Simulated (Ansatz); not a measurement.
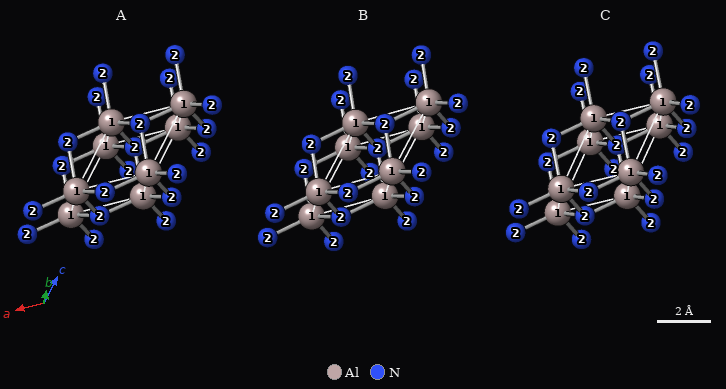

3 geometries from one relaxation of crystalline AlN (set up in P1), in shuffled order. Style: ball-and-stick. Shown: the cell of the calculation, reduced to other axes, from a free direction. Lengths and directions refer to the drawn axes.

Case: cell sheared at random, sigma 0.06, atoms nudged by 0.01 Å; relaxed back.

Theory: DFT r2SCAN, scalar-relativistic, plane waves, PAW in Ansatz 0.2.0. Settings: plane-wave cutoff 500 eV; k-point mesh 8 × 8 × 8; occupations gaussian; smearing width 0.05 eV; no spin polarisation; cell and atoms relaxed; force threshold 0.01 eV/Å; at most 80 steps.

Question: Put them in the order of the run, from the start to the converged end.

Answer: C, A, B. They are steps 0, 1, 7, at +0.340 eV per cell of the calculation, +84.7 meV per cell of the calculation relative to the last. Over 5 accepted moves (7 points after the start) the energy falls by 0.340 eV per cell of the calculation. The largest force component goes from 1.4 to under 0.0001 eV/Å. Pressure: 5.80 GPa at the start and 0.00 GPa at the end. At 2 points the geometry stayed and the basis and grid were re-selected for the new cell (energy shift of 0.2 meV per cell of the calculation at most each time). The largest moves relative to the cell, 0.010 Å, are those of Al1 and N2. Al1 goes roughly along [2 −1 1]. Largest moves by element: Al 0.010 Å, N 0.010 Å. Cell: a 2.879 → 3.090 Å (+7.3 %), b 2.991 → 3.090 Å (+3.3 %), c 3.102 → 3.090 Å (−0.4 %), α 92.2° → 90.0°, β 115.7° → 120.0°, γ 116.1° → 120.0°. Volume +0.6 %. Some distances before and after: Al1–N2 2.025 → 1.892 Å, Al1–N2 (another image) 1.785 → 1.892 Å, Al1–N2 (another image) 1.822 → 1.892 Å, Al1–N2 (another image) 1.943 → 1.892 Å. Among the angles between lasting bonds that change: N2–Al1–N2 113.5° → 109.5°, Al1–N2–Al1 113.5° → 109.5°, N2–Al1–N2 105.9° → 109.5°. The space group (tolerance 0.01 Å) goes from P1 (No. 1) to F-43m (No. 216). Cost: 85 s on 1 thread of Intel(R) Xeon(R) 6975P-C (Granite Rapids), with other jobs on the host, peak memory 0.47 GiB.
